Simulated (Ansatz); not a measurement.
Run report: Ge, geometry relaxation (part 2 of 2)

Continued. System: Ge (slab, 4 atoms in the cell). Method: DFT LDA, scalar-relativistic, plane waves, PAW, PAW set soft_1, no spin polarisation (Ansatz 0.2.0); cutoff 420 eV, 9×9×1 k-mesh, Gaussian smearing of 0.1 eV. The structure derives from an entry of the Crystallography Open Database. The input holds or restrains some coordinates. Forces given for the steps count only the free coordinates.

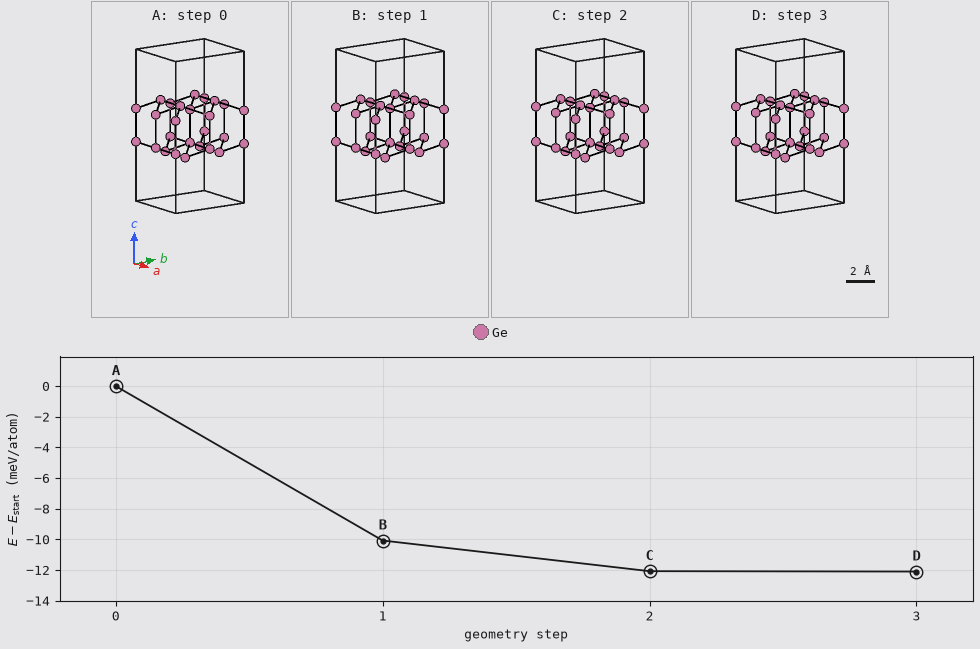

Fig. 1: Frames of the restrained relaxation (ball-and-stick view of the 2 × 2 repeat of the cell, with the vacuum cut short, seen slightly off an axis) above the curves, on which the letters mark them (the first geometry is step 0 here and step 1 in the log).

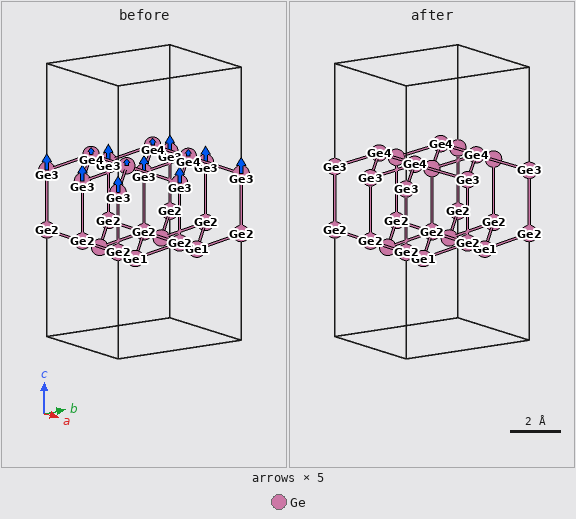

Fig. 2: Before (left) and after (right) the restrained relaxation, at one scale (ball-and-stick view of the 2 × 2 repeat of the cell, with the vacuum cut short, seen slightly off an axis). The blue arrows give the displacements, magnified 5 times. Ge3 moves most: 0.14 Å. The lattice vectors keep their values. Among the contacts that change: Ge2–Ge3 2.434 → 2.575 Å, Ge3–Ge4 2.434 → 2.409 Å. Over 3 geometry steps the energy falls by 12.1 meV per atom. Largest force component: 0.85 eV/Å at the start, 0.0016 eV/Å at the end. (Atoms are counted from 1 in the order of the input.)

```
SCF converged after 5 iterations
Free energy (F): -16861.104045 eV
Harris-Foulkes:  -16861.104045 eV  (|F-HF|=2.08e-8)
Internal energy: -16861.102166 eV  (E = F + TS)
E sigma→0 (E₀):  -16861.103106 eV
Entropy (-TS):   -0.001880 eV (-0.470 meV/atom)
Fermi energy:    -0.203917 eV
Dipole field:    D = 0.004593 V/Å  (p = 0.006271 e·Å, saw-weighted, corrected)
Work function:   Φ+ = 4.7957 eV   Φ− = 4.8786 eV
Levels:          The Fermi level and band energies are counted from a zero that moves with the ramp; work functions are not
--- Per-component energies (eV) ---
  E_band       = -1067.283348
  E_kinetic    = 370.698003
  E_local      = -36337.365060  (includes V_loc(G=0)·N_el)
  E_nonlocal   = 878.549670
  E_hartree    = 17725.535969
  E_xc         = -284.598860
  E_vxc        = -260.836003  (∫ρ·V_xc dr)
  E_paw        = -7731.447780  (= ΣΔE_a)
  E_vpaw       = -1169.375800  (= ΣTr[D̂ρ^β])
  E_aug_tail   = 0.000061  (compensation charges beyond the density's cutoff)
  E_efield     = 0.000014  (sawtooth field / dipole correction)
  E_vefield    = -0.012940  (∫n·V_field dr)
  E_ewald      = 8509.892511
  E_core_change = 7.633306  (= ΣΔE_core)
  E_smearing   = -0.001880  (= −TS)
  E_closure    = -0.000000  (closes the sum)
  Σ components = -16861.104045   (vs F -16861.104045, Δ=0.00e0)
--- Forces (eV/Å), atoms counted from 1 ---
  atom   1  Ge     0.00000000     0.00000000     0.29933847
  atom   2  Ge    -0.00000000    -0.00000000    -0.30078146
  atom   3  Ge     0.00000000     0.00000000    -0.00030715
  atom   4  Ge     0.00000000    -0.00000000     0.00158557
  max |Σ_I F_I| component: 1.65e-4 eV/Å
--- Band table (eV; the first three rows and the last of 12) ---
  k-point 0: bands = ["-24.8280", "-24.8280", "-24.8032", "-24.7678", "-24.7678", "-24.6846", "-24.6846", "-24.6509", "-24.6199", "-24.6199", "-24.5953", "-24.5472", "-24.5472", "-24.5143", "-24.5143", "-24.5026", "-24.4069", "-24.4069", "-24.3719", "-24.3719", "-12.1254", "-11.1645", "-5.5856", "-2.3692", "-0.7877", "-0.7877", "-0.1287", "-0.1287", "0.4428", "1.0183", "1.5384", "3.5503", "3.5503", "4.0194"]
  k-point 1: bands = ["-24.8349", "-24.8318", "-24.8039", "-24.7618", "-24.7600", "-24.6863", "-24.6852", "-24.6486", "-24.6188", "-24.6149", "-24.5940", "-24.5588", "-24.5572", "-24.5071", "-24.5033", "-24.4992", "-24.4168", "-24.4160", "-24.3680", "-24.3635", "-11.9879", "-11.0253", "-5.5985", "-2.7460", "-2.0266", "-1.0868", "-1.0736", "-0.3819", "1.3043", "1.6997", "2.0867", "3.4108", "3.9407", "3.9678"]
  k-point 2: bands = ["-24.8443", "-24.8384", "-24.8074", "-24.7501", "-24.7480", "-24.6889", "-24.6844", "-24.6450", "-24.6159", "-24.6043", "-24.5943", "-24.5761", "-24.5683", "-24.5007", "-24.4879", "-24.4867", "-24.4339", "-24.4312", "-24.3657", "-24.3503", "-11.5824", "-10.6148", "-5.8874", "-4.1875", "-3.1452", "-1.6538", "-1.2203", "-0.9068", "0.8534", "1.9395", "2.2183", "4.1562", "4.7463", "4.7993"]
  k-point 11: bands = ["-24.8668", "-24.8468", "-24.8134", "-24.7340", "-24.7113", "-24.6916", "-24.6730", "-24.6574", "-24.6166", "-24.5994", "-24.5905", "-24.5608", "-24.5591", "-24.5533", "-24.4733", "-24.4490", "-24.4364", "-24.4332", "-24.4278", "-24.3090", "-9.4508", "-8.5036", "-8.2826", "-7.7949", "-4.0828", "-3.8395", "-2.3041", "-0.3176", "-0.3062", "2.6427", "4.0881", "4.1149", "6.2318", "6.2897"]
--- Relaxed structure (4 steps of the walk, 4 accepted, 0 SCFs on fresh bases) ---
  F+E_penalty+E_count = -16861.10404534 eV   max|allowed force component| = 1.586e-3 eV/Å
  atoms:
    - { symbol: Ge, position: [0.3333333333333333, 0.6666666666666667, 0.3876631434] }
    - { symbol: Ge, position: [0.0, 0.0, 0.4325978861] }
    - { symbol: Ge, position: [3.923410492279613e-18, -3.729814118307832e-33, 0.5751814296415677] }
    - { symbol: Ge, position: [0.6666666666666667, 0.3333333333333333, 0.6157282346106263] }
```

### Trajectory as extended XYZ (Å, eV, eV/Å), 4 frames, from step=1 to step=4
```
4
Lattice="3.9749 0.0000 0.0000 -1.9875 3.4424 0.0000 0.0000 0.0000 18.0569" Properties=species:S:1:pos:R:3:forces:R:3 step=1 energy=-16861.05567
Ge    0.0000    2.2949    7.0000    0.0000   0.0000   0.2205
Ge    0.0000    0.0000    7.8114    0.0000   0.0000  -0.8515
Ge    0.0000    0.0000   10.2455    0.0000   0.0000   0.8515
Ge    1.9875    1.1475   11.0569    0.0000   0.0000  -0.2205
4
Lattice="3.9749 0.0000 0.0000 -1.9875 3.4424 0.0000 0.0000 0.0000 18.0569" Properties=species:S:1:pos:R:3:forces:R:3 step=2 energy=-16861.09595
Ge    0.0000    2.2949    7.0000    0.0000   0.0000   0.2651
Ge    0.0000    0.0000    7.8114    0.0000   0.0000  -0.4973
Ge    0.0000    0.0000   10.3241    0.0000   0.0000   0.3103
Ge    1.9875    1.1475   11.0871    0.0000   0.0000  -0.0767
4
Lattice="3.9749 0.0000 0.0000 -1.9875 3.4424 0.0000 0.0000 0.0000 18.0569" Properties=species:S:1:pos:R:3:forces:R:3 step=3 energy=-16861.10395
Ge    0.0000    2.2949    7.0000    0.0000   0.0000   0.2960
Ge    0.0000    0.0000    7.8114    0.0000   0.0000  -0.3188
Ge    0.0000    0.0000   10.3793    0.0000   0.0000   0.0334
Ge    1.9875    1.1475   11.1156    0.0000   0.0000  -0.0110
4
Lattice="3.9749 0.0000 0.0000 -1.9875 3.4424 0.0000 0.0000 0.0000 18.0569" Properties=species:S:1:pos:R:3:forces:R:3 step=4 energy=-16861.10405
Ge    0.0000    2.2949    7.0000    0.0000   0.0000   0.2993
Ge    0.0000    0.0000    7.8114    0.0000   0.0000  -0.3008
Ge    0.0000    0.0000   10.3860    0.0000   0.0000  -0.0003
Ge    1.9875    1.1475   11.1182    0.0000   0.0000   0.0016
```

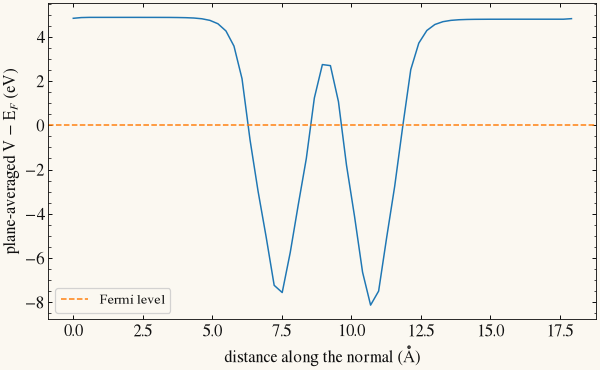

Fig. 3: Plane average of the electrostatic potential energy of an electron across the cell, from the Fermi level. The vacuum level lies 4.80 eV above the Fermi level on the upper side and 4.88 eV on the lower.

This output came from the following input.

### Input
```yaml
crystal:
  lattice:
    - [3.9749475856, 0.0, 0.0]
    - [-1.9874737928, 3.4424055879, 0.0]
    - [0.0, 0.0, 18.0569138913]
  atoms:
    - { symbol: Ge, position: [0.3333333333, 0.6666666667, 0.3876631434] }
    - { symbol: Ge, position: [0.0, 0.0, 0.4325978861] }
    - { symbol: Ge, position: [0.0, 0.0, 0.5674021139] }
    - { symbol: Ge, position: [0.6666666667, 0.3333333333, 0.6123368566] }
basis:
  ecutwfc: 420
kpoints:
  mp_grid: { grid: [9, 9, 1] }
hamiltonian:
  xc: lda
  pseudopotentials: { kind: paw, azcp: { folder: soft_1 } }
scf:
  occupations: { method: gaussian, width: 0.1 }
output:
  forces: true
  eigenvalues: true
relax:
  adjacent_minimum: "off"
  f_tol: 0.03
  max_steps: 50
  constraints: [{ sites: [0, 1] }]
efield:
  axis: 3
  dipole_correction: true
  ramp_width: 0.04
```

Run as:
```bash
ansatz run input.yaml --threads 2 --pin off --max-ram 6144MiB --backend cpu --events-out ev --progress --plain --runs-dir out
```

### Results in brief

```tsv
quantity	value
outcome	converged under the restraints of the input
electrons treated	56
free energy	−16861.1040 eV
work function, top face	4.80 eV
work function, bottom face	4.88 eV
Fermi energy	−0.204 eV
gap on the k-point mesh	none (metallic)
final volume	247.08 Å³
work function (upper face)	4.80 eV
largest force (length of the vector) at the end, held atoms and coordinates included	0.301 eV/Å
hardware	2 threads of Arm Neoverse V1, 24 GiB of memory available, shared host
wall time	19 s (CPU time 36 s)
peak memory	0.43 GiB
```

### Remarks

Warnings of the run: the PAW datasets were made with another functional.
